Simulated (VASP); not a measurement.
# Blue phosphorene and its bilayer

What are the lattice, gap and band positions of blue phosphorene, and what does a second sheet change?

Calculated with VASP 6.6.1; r2SCAN with rVV10; plane waves and PAW (P).

## (1) Starting point

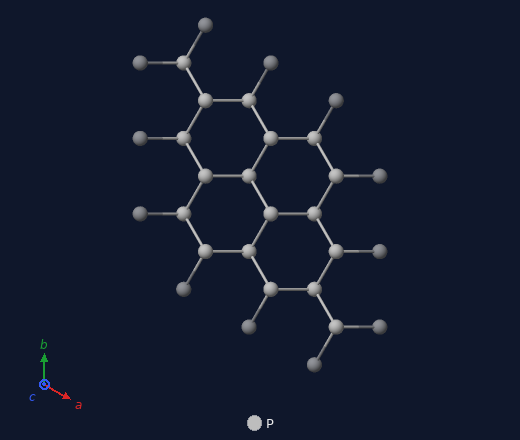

The starting structure, seen from above (phosphorus light grey). 3×3×1 cells are drawn. Some periodic images of atoms are drawn too.

The cell holds 2 atoms: 2 P. Its edges and angles: a = 3.280 Å, b = 3.280 Å, c = 22.000 Å, α = 90.0°, β = 90.0°, γ = 120.0°. Vacuum lies along c.

Structure file:

```cif
data_structure
_symmetry_space_group_name_H-M 'P 1'
_symmetry_Int_Tables_number 1
_cell_length_a 3.2800
_cell_length_b 3.2800
_cell_length_c 22.0000
_cell_angle_alpha 90.000
_cell_angle_beta 90.000
_cell_angle_gamma 120.000
_cell_volume 204.98
loop_
_atom_site_label
_atom_site_type_symbol
_atom_site_fract_x
_atom_site_fract_y
_atom_site_fract_z
_atom_site_occupancy
P1 P 0.33333 0.66667 0.47182 1
P2 P 0.66667 0.33333 0.52818 1
```

## (2) Relaxing the monolayer

The sheet's cell relaxes in its plane with the atoms, while the vacuum is kept.

The input, INCAR:

```
SYSTEM = P
PREC = Normal
ENCUT = 350
EDIFF = 1E-06
NELM = 120
ISMEAR = 0
SIGMA = 0.03
LREAL = .FALSE.
ALGO = Normal
METAGGA = R2SCAN
LUSE_VDW = .TRUE.
IVDW_NL = 2
BPARAM = 11.95
CPARAM = 0.0093
LASPH = .TRUE.
NBANDS = 11
LORBIT = 11
LWAVE = .FALSE.
LCHARG = .FALSE.
KPAR = 4
IBRION = 2
NSW = 50
ISIF = 3
EDIFFG = -0.015
POTIM = 0.4
IDIPOL = 3
LDIPOL = .TRUE.
DIPOL = 0.5 0.5 0.5
LATTICE_CONSTRAINTS = .TRUE. .TRUE. .FALSE.
```

The input, POSCAR:

```
P
1.0
    3.2800000000      0.0000000000      0.0000000000
   -1.6400000000      2.8405633244      0.0000000000
    0.0000000000      0.0000000000     22.0000000000
P
2
Direct
    0.3333333333      0.6666666667      0.4718181818
    0.6666666667      0.3333333333      0.5281818182
```

The input, KPOINTS:

```
Automatic mesh
0
Gamma
12 12 1
0 0 0
```

The projector-augmented-wave data sets are P (PBE family, release 64).

Command:

```
> mpirun -np 4 vasp_std
```

The log of the run:

```text
[banner, memory and clock lines left out]
running    4 mpi-ranks, on    1 nodes
 distrk:  each k-point on    1 cores,    4 groups
 distr:  one band on    1 cores,    1 groups

 POSCAR found type information on POSCAR P
 POSCAR found :  1 types and       2 ions
|                                                                             |
|               ----> ADVICE to this user running VASP <----                  |
|                                                                             |
|     You have switched on vdW-DFT.                                           |
|     This routine was written and supplied by Jiri Klimes. We recommend      |
|     that you carefully read and cite the following publications:            |
|       J. Klimes, D.R. Bowler, A. Michelides                                 |
|          J. Phys.: Cond Matt. 22 022201 (2010)                              |
|       J. Klimes, D.R. Bowler, A. Michelides                                 |
|          Phys. Rev. B. 83, 195131 (2011)                                    |
|     and references therein.                                                 |
|                                                                             |

|                                                                             |
|               ----> ADVICE to this user running VASP <----                  |
|                                                                             |
|     You enforced a specific xc type in the INCAR file but a different       |
|     [... a line on the potential file left out ...]
|     I HOPE YOU KNOW WHAT YOU ARE DOING!                                     |
|                                                                             |

 LDA part: xc-table for (None), standard interpolation
 POSCAR, INCAR and KPOINTS ok, starting setup
 FFT: planning ... GRIDC
 FFT: planning ... GRID_SOFT
 FFT: planning ... GRID
 WAVECAR not read
 entering main loop
       N       E                     dE             d eps       ncg     rms          rms(c)
Total rVV10 correction in eV:      0.2957700    11.6131550
Total rVV10 correction in eV:      0.2957700    11.6131550
Total rVV10 correction in eV:      0.2957700    11.6131550
Total rVV10 correction in eV:      0.2957700    11.6131550
DAV:   1     0.439517840524E+02    0.43952E+02   -0.26897E+03   418   0.452E+02
DAV:   2    -0.150706782653E+02   -0.59022E+02   -0.54070E+02   676   0.960E+01
DAV:   3    -0.194407598260E+02   -0.43701E+01   -0.43545E+01   599   0.349E+01
DAV:   4    -0.194881895237E+02   -0.47430E-01   -0.47410E-01   607   0.408E+00
DAV:   5    -0.194886474106E+02   -0.45789E-03   -0.45787E-03   603   0.393E-01    0.759E+00
Total rVV10 correction in eV:      0.2986678    11.6140698
Total rVV10 correction in eV:      0.2986678    11.6140698
Total rVV10 correction in eV:      0.2986678    11.6140698
Total rVV10 correction in eV:      0.2986678    11.6140698
DAV:   6    -0.175361051177E+02    0.19525E+01   -0.18738E-01   528   0.305E+00    0.503E+00
Total rVV10 correction in eV:      0.3072210    11.6138695
Total rVV10 correction in eV:      0.3072210    11.6138695
Total rVV10 correction in eV:      0.3072210    11.6138695
Total rVV10 correction in eV:      0.3072210    11.6138695
DAV:   7    -0.175394878360E+02   -0.33827E-02   -0.10126E-01   552   0.197E+00    0.598E-01
Total rVV10 correction in eV:      0.3064612    11.6136627
Total rVV10 correction in eV:      0.3064612    11.6136627
Total rVV10 correction in eV:      0.3064612    11.6136627
Total rVV10 correction in eV:      0.3064612    11.6136627
DAV:   8    -0.175381603749E+02    0.13275E-02   -0.53901E-03   509   0.501E-01    0.168E-01
Total rVV10 correction in eV:      0.3067899    11.6136401
Total rVV10 correction in eV:      0.3067899    11.6136401
Total rVV10 correction in eV:      0.3067899    11.6136401
Total rVV10 correction in eV:      0.3067899    11.6136401
DAV:   9    -0.175386170123E+02   -0.45664E-03   -0.37750E-04   637   0.138E-01    0.907E-02
Total rVV10 correction in eV:      0.3068352    11.6135987
Total rVV10 correction in eV:      0.3068352    11.6135987
Total rVV10 correction in eV:      0.3068352    11.6135987
Total rVV10 correction in eV:      0.3068352    11.6135987
DAV:  10    -0.175389145600E+02   -0.29755E-03   -0.22159E-04   555   0.952E-02    0.135E-01
Total rVV10 correction in eV:      0.3073845    11.6135521
Total rVV10 correction in eV:      0.3073845    11.6135521
Total rVV10 correction in eV:      0.3073845    11.6135521
Total rVV10 correction in eV:      0.3073845    11.6135521
DAV:  11    -0.175391551274E+02   -0.24057E-03   -0.17176E-04   526   0.998E-02    0.780E-03
Total rVV10 correction in eV:      0.3074918    11.6134970
Total rVV10 correction in eV:      0.3074918    11.6134970
Total rVV10 correction in eV:      0.3074918    11.6134970
Total rVV10 correction in eV:      0.3074918    11.6134970
DAV:  12    -0.175392550815E+02   -0.99954E-04   -0.14391E-05   611   0.232E-02    0.491E-03
Total rVV10 correction in eV:      0.3076715    11.6134012
Total rVV10 correction in eV:      0.3076715    11.6134012
Total rVV10 correction in eV:      0.3076715    11.6134012
Total rVV10 correction in eV:      0.3076715    11.6134012
DAV:  13    -0.175393859095E+02   -0.13083E-03   -0.27891E-05   535   0.311E-02    0.512E-03
Total rVV10 correction in eV:      0.3077548    11.6132900
Total rVV10 correction in eV:      0.3077548    11.6132900
Total rVV10 correction in eV:      0.3077548    11.6132900
Total rVV10 correction in eV:      0.3077548    11.6132900
DAV:  14    -0.175394898952E+02   -0.10399E-03   -0.99853E-06   614   0.157E-02    0.403E-03
Total rVV10 correction in eV:      0.3077854    11.6132186
Total rVV10 correction in eV:      0.3077854    11.6132186
Total rVV10 correction in eV:      0.3077854    11.6132186
Total rVV10 correction in eV:      0.3077854    11.6132186
DAV:  15    -0.175395440833E+02   -0.54188E-04   -0.45447E-06   607   0.992E-03    0.137E-03
Total rVV10 correction in eV:      0.3077754    11.6131738
Total rVV10 correction in eV:      0.3077754    11.6131738
Total rVV10 correction in eV:      0.3077754    11.6131738
Total rVV10 correction in eV:      0.3077754    11.6131738
DAV:  16    -0.175395691545E+02   -0.25071E-04   -0.29316E-06   584   0.920E-03    0.266E-03
Total rVV10 correction in eV:      0.3077688    11.6131499
Total rVV10 correction in eV:      0.3077688    11.6131499
Total rVV10 correction in eV:      0.3077688    11.6131499
Total rVV10 correction in eV:      0.3077688    11.6131499
DAV:  17    -0.175395759448E+02   -0.67902E-05   -0.77082E-07   608   0.567E-03    0.492E-04
Total rVV10 correction in eV:      0.3077681    11.6131439
[...]
Total rVV10 correction in eV:      0.3077674    11.6131416
Total rVV10 correction in eV:      0.3077675    11.6131412
Total rVV10 correction in eV:      0.3077675    11.6131412
Total rVV10 correction in eV:      0.3077675    11.6131412
Total rVV10 correction in eV:      0.3077675    11.6131412
   1 F= -.17539578E+02 E0= -.17539578E+02  d E =-.175396E+02
 curvature:   0.00 expect dE= 0.000E+00 dE for cont linesearch  0.000E+00
 trial: gam= 0.00000 g(F)=  0.131E-01 g(S)=  0.893E-02 ort = 0.000E+00 (trialstep = 0.100E+01)
 search vector abs. value=  0.220E-01
 bond charge predicted
       N       E                     dE             d eps       ncg     rms          rms(c)
Total rVV10 correction in eV:      0.3078905    11.6131417
Total rVV10 correction in eV:      0.3078905    11.6131417
Total rVV10 correction in eV:      0.3078905    11.6131417
Total rVV10 correction in eV:      0.3078905    11.6131417
DAV:   1    -0.175418101246E+02   -0.22330E-02   -0.55259E-01   464   0.417E+00    0.726E-01
Total rVV10 correction in eV:      0.3073328    11.6132895
Total rVV10 correction in eV:      0.3073328    11.6132895
Total rVV10 correction in eV:      0.3073328    11.6132895
Total rVV10 correction in eV:      0.3073328    11.6132895
DAV:   2    -0.175456179223E+02   -0.38078E-02   -0.32373E-02   526   0.113E+00    0.475E-01
Total rVV10 correction in eV:      0.3067561    11.6132170
Total rVV10 correction in eV:      0.3067561    11.6132170
Total rVV10 correction in eV:      0.3067561    11.6132170
Total rVV10 correction in eV:      0.3067561    11.6132170
DAV:   3    -0.175450460987E+02    0.57182E-03   -0.13079E-03   618   0.250E-01    0.126E-01
Total rVV10 correction in eV:      0.3064897    11.6132092
Total rVV10 correction in eV:      0.3064897    11.6132092
Total rVV10 correction in eV:      0.3064897    11.6132092
Total rVV10 correction in eV:      0.3064897    11.6132092
DAV:   4    -0.175449881762E+02    0.57923E-04   -0.18608E-04   527   0.960E-02    0.322E-02
Total rVV10 correction in eV:      0.3063847    11.6132180
Total rVV10 correction in eV:      0.3063847    11.6132180
Total rVV10 correction in eV:      0.3063847    11.6132180
Total rVV10 correction in eV:      0.3063847    11.6132180
DAV:   5    -0.175450114244E+02   -0.23248E-04   -0.30049E-05   452   0.436E-02    0.115E-02
Total rVV10 correction in eV:      0.3063563    11.6132167
Total rVV10 correction in eV:      0.3063563    11.6132167
Total rVV10 correction in eV:      0.3063563    11.6132167
Total rVV10 correction in eV:      0.3063563    11.6132167
DAV:   6    -0.175450181068E+02   -0.66824E-05   -0.29227E-06   506   0.135E-02    0.668E-03
Total rVV10 correction in eV:      0.3063472    11.6132083
Total rVV10 correction in eV:      0.3063472    11.6132083
Total rVV10 correction in eV:      0.3063472    11.6132083
Total rVV10 correction in eV:      0.3063472    11.6132083
DAV:   7    -0.175450236468E+02   -0.55401E-05   -0.81122E-07   531   0.689E-03    0.192E-03
Total rVV10 correction in eV:      0.3063389    11.6131996
Total rVV10 correction in eV:      0.3063389    11.6131996
Total rVV10 correction in eV:      0.3063389    11.6131996
Total rVV10 correction in eV:      0.3063389    11.6131996
DAV:   8    -0.175450255743E+02   -0.19274E-05   -0.35666E-07   488   0.439E-03    0.505E-04
Total rVV10 correction in eV:      0.3063323    11.6131784
Total rVV10 correction in eV:      0.3063323    11.6131784
Total rVV10 correction in eV:      0.3063323    11.6131784
Total rVV10 correction in eV:      0.3063323    11.6131784
DAV:   9    -0.175450322491E+02   -0.66748E-05   -0.90178E-07   544   0.592E-03    0.568E-04
Total rVV10 correction in eV:      0.3063281    11.6131649
Total rVV10 correction in eV:      0.3063281    11.6131649
Total rVV10 correction in eV:      0.3063281    11.6131649
Total rVV10 correction in eV:      0.3063281    11.6131649
DAV:  10    -0.175450368965E+02   -0.46474E-05   -0.54007E-07   542   0.565E-03    0.857E-04
Total rVV10 correction in eV:      0.3063309    11.6131503
Total rVV10 correction in eV:      0.3063309    11.6131503
Total rVV10 correction in eV:      0.3063309    11.6131503
Total rVV10 correction in eV:      0.3063309    11.6131503
DAV:  11    -0.175450386175E+02   -0.17210E-05   -0.20840E-07   547   0.442E-03    0.501E-04
Total rVV10 correction in eV:      0.3063309    11.6131480
Total rVV10 correction in eV:      0.3063309    11.6131480
Total rVV10 correction in eV:      0.3063309    11.6131480
Total rVV10 correction in eV:      0.3063309    11.6131480
DAV:  12    -0.175450393208E+02   -0.70325E-06   -0.26531E-08   368   0.205E-03
Total rVV10 correction in eV:      0.3063324    11.6131410
Total rVV10 correction in eV:      0.3063324    11.6131410
Total rVV10 correction in eV:      0.3063324    11.6131410
Total rVV10 correction in eV:      0.3063324    11.6131410
Total rVV10 correction in eV:      0.3063315    11.6131447
Total rVV10 correction in eV:      0.3063315    11.6131447
Total rVV10 correction in eV:      0.3063315    11.6131447
Total rVV10 correction in eV:      0.3063315    11.6131447
   2 F= -.17545039E+02 E0= -.17545039E+02  d E =-.546161E-02
 trial-energy change:   -0.005462  1 .order   -0.005130   -0.022042    0.011781
 step:   0.6648(harm=  0.6517)  dis= 0.01057  next Energy=   -17.547001 (dE=-0.742E-02)
 bond charge predicted
       N       E                     dE             d eps       ncg     rms          rms(c)
Total rVV10 correction in eV:      0.3063011    11.6131453
Total rVV10 correction in eV:      0.3063011    11.6131453
Total rVV10 correction in eV:      0.3063011    11.6131453
Total rVV10 correction in eV:      0.3063011    11.6131453
DAV:   1    -0.175466100405E+02   -0.15714E-02   -0.61837E-02   454   0.139E+00    0.241E-01
Total rVV10 correction in eV:      0.3064821    11.6131838
Total rVV10 correction in eV:      0.3064821    11.6131838
Total rVV10 correction in eV:      0.3064821    11.6131838
Total rVV10 correction in eV:      0.3064821    11.6131838
DAV:   2    -0.175470832221E+02   -0.47318E-03   -0.38266E-03   509   0.396E-01    0.161E-01
Total rVV10 correction in eV:      0.3066591    11.6131608
Total rVV10 correction in eV:      0.3066591    11.6131608
Total rVV10 correction in eV:      0.3066591    11.6131608
Total rVV10 correction in eV:      0.3066591    11.6131608
DAV:   3    -0.175470183079E+02    0.64914E-04   -0.13885E-04   593   0.824E-02    0.528E-02
Total rVV10 correction in eV:      0.3067623    11.6131549
Total rVV10 correction in eV:      0.3067623    11.6131549
Total rVV10 correction in eV:      0.3067623    11.6131549
Total rVV10 correction in eV:      0.3067623    11.6131549
DAV:   4    -0.175469998051E+02    0.18503E-04   -0.28740E-05   441   0.377E-02    0.103E-02
Total rVV10 correction in eV:      0.3067878    11.6131542
Total rVV10 correction in eV:      0.3067878    11.6131542
Total rVV10 correction in eV:      0.3067878    11.6131542
Total rVV10 correction in eV:      0.3067878    11.6131542
DAV:   5    -0.175469967187E+02    0.30863E-05   -0.32801E-06   466   0.148E-02    0.352E-03
Total rVV10 correction in eV:      0.3068038    11.6131532
Total rVV10 correction in eV:      0.3068038    11.6131532
Total rVV10 correction in eV:      0.3068038    11.6131532
Total rVV10 correction in eV:      0.3068038    11.6131532
DAV:   6    -0.175469962778E+02    0.44091E-06   -0.75252E-07   448   0.721E-03
Total rVV10 correction in eV:      0.3068122    11.6131413
Total rVV10 correction in eV:      0.3068122    11.6131413
Total rVV10 correction in eV:      0.3068122    11.6131413
Total rVV10 correction in eV:      0.3068122    11.6131413
Total rVV10 correction in eV:      0.3068053    11.6131520
Total rVV10 correction in eV:      0.3068053    11.6131520
Total rVV10 correction in eV:      0.3068053    11.6131520
Total rVV10 correction in eV:      0.3068053    11.6131520
   3 F= -.17546996E+02 E0= -.17546996E+02  d E =-.741856E-02
 curvature:  -0.33 expect dE=-0.291E-05 dE for cont linesearch -0.259E-07
 trial: gam= 0.00231 g(F)=  0.447E-05 g(S)=  0.448E-05 ort =-0.419E-04 (trialstep = 0.933E+00)
 search vector abs. value=  0.887E-05
 reached required accuracy - stopping structural energy minimisation
```

It took 74 s on 4 MPI ranks of Intel Xeon 6975P-C (Granite Rapids), shared host; peak memory 1.1 GiB.

The logs omit lines about the potential files and the build; timing stands in the text.

From OUTCAR (step 2):

```text
ion  position               nearest neighbor table
   1  0.333  0.667  0.472-   2 2.26   2 2.26   2 2.26
   2  0.667  0.333  0.528-   1 2.26   1 2.26   1 2.26

  LATTYP: Found a hexagonal cell.
 ALAT       =     3.2800000000
 C/A-ratio  =     6.7073170732

 Subroutine GETGRP returns: Found 12 space group operations
 (whereof 12 operations were pure point group operations)

The static configuration has the point symmetry D_3d.

 Found     19 irreducible k-points:

   k-points           NKPTS =     19   k-points in BZ     NKDIM =     19   number of bands    NBANDS=     11

   dimension x,y,z NGX =    16 NGY =   16 NGZ =  108
   dimension x,y,z NGXF=    32 NGYF=   32 NGZF=  216

   ENCUT  =  350.0 eV  25.72 Ry    5.07 a.u.   5.00  5.00 33.56*2*pi/ulx,y,z

   NELECT =      10.0000    total number of electrons

 k-points in reciprocal lattice and weights: Automatic mesh
   0.00000000  0.00000000  0.00000000       0.007
   0.08333333  0.00000000  0.00000000       0.042
   0.16666667  0.00000000  0.00000000       0.042
   0.25000000  0.00000000  0.00000000       0.042
   0.33333333  0.00000000  0.00000000       0.042
   0.41666667  0.00000000  0.00000000       0.042
   0.50000000  0.00000000  0.00000000       0.021
   0.08333333  0.08333333  0.00000000       0.042
   0.16666667  0.08333333  0.00000000       0.083
[...]
0.33333333  0.25000000  0.00000000       0.083
   0.33333333  0.33333333  0.00000000       0.014

 dipolmoment           0.000000      0.000000     -0.000000 electrons x Angstroem

 average (electrostatic) potential at core
       1 -95.2486       2 -95.2486

 E-fermi :  -4.1237

 k-point     1 :       0.0000    0.0000    0.0000
  band No.  band energies     occupation
      1     -19.3050      2.00000
      2     -10.9321      2.00000
      3      -4.6864      2.00000
      4      -4.5253      2.00000
      5      -4.5253      2.00000
      6      -0.0950      0.00000
      7      -0.0950      0.00000
      8       0.0981      0.00000
      9       1.6307      0.00000
     10       2.1022      0.00000
    ...

 k-point     2 :       0.0833    0.0000    0.0000
  band No.  band energies     occupation
      1     -19.1855      2.00000
      2     -10.8487      2.00000
      3      -5.4335      2.00000
      4      -4.7901      2.00000
      5      -4.6176      2.00000
      6      -0.3708      0.00000
      7       0.2546      0.00000
      8       0.9543      0.00000
      9       1.7700      0.00000
     10       2.2240      0.00000
    ...

 k-point     3 :       0.1667    0.0000    0.0000
  band No.  band energies     occupation
      1     -18.8292      2.00000
      2     -10.6457      2.00000
      3      -7.1136      2.00000
      4      -5.3632      2.00000
      5      -4.4432      2.00000
      6      -1.0450      0.00000
      7       0.9702      0.00000
      8       1.9698      0.00000
      9       2.1743      0.00000
     10       2.6506      0.00000
    ...

  Total       -0.0107755     -0.0107755     -0.0033493      0.0000000      0.0000000     -0.0000000
  in kB       -0.0852758     -0.0852758     -0.0265061      0.0000000      0.0000000     -0.0000000
  external PRESSURE =      -0.0656859 kB  Pullay stress =       0.0000000 kB

  energy-cutoff  :      350.00
  volume of cell :      202.45
      direct lattice vectors                 reciprocal lattice vectors
     3.259757661  0.000000000  0.000000000     0.306771271  0.177114476  0.000000000
    -1.629878830  2.823032944  0.000000000     0.000000000  0.354228952  0.000000000
     0.000000000  0.000000000 22.000000000     0.000000000  0.000000000  0.045454545

 POSITION                                       TOTAL-FORCE (eV/Angst)
 -----------------------------------------------------------------------------------
     -0.00000      1.88202     10.39057         0.000000     -0.000000     -0.007607
      1.62988      0.94101     11.60943        -0.000000      0.000000      0.007607
 -----------------------------------------------------------------------------------
    total drift:                               -0.000000      0.000000      0.000000

  FREE ENERGIE OF THE ION-ELECTRON SYSTEM (eV)
  ---------------------------------------------------
  free  energy   TOTEN  =       -17.5469962778 eV

  energy  without entropy=      -17.5469962778  energy(sigma->0) =      -17.54699628

 reached required accuracy - stopping structural energy minimisation

 vacuum level on the upper side and lower side of the slab         2.217         2.217

 total charge
# of ion       s       p       d       tot
------------------------------------------
    1        1.084   1.379   0.000   2.463
    2        1.084   1.379   0.000   2.463
--------------------------------------------------
tot          2.168   2.758   0.000   4.926

[... 3 further parts left out ...]
```

The gap is read on the k-mesh alone, so it is an upper bound where the band edges lie off the mesh. The PAW data sets were made with PBE, which is usual practice but a small mismatch for other functionals. The run keeps the 12 symmetry operations of its start, so it cannot find a distortion of lower symmetry.

(Continued in part 2 of 8.)

[Lines on the potential files, build, host, timing and source positions are cut from VASP's logs without a mark.]

[Logs are printed without paths, hosts, clocks, repeated set-up lines and the standing remarks that a program may print on its own settings, such as how far it seeks lower states.]

[Hosts, paths, dates, database ids (printed as entryN), source tags and the programs' standing remarks are cut or masked in the printed files.]

[Runs that stopped without an error message from VASP are left out.]
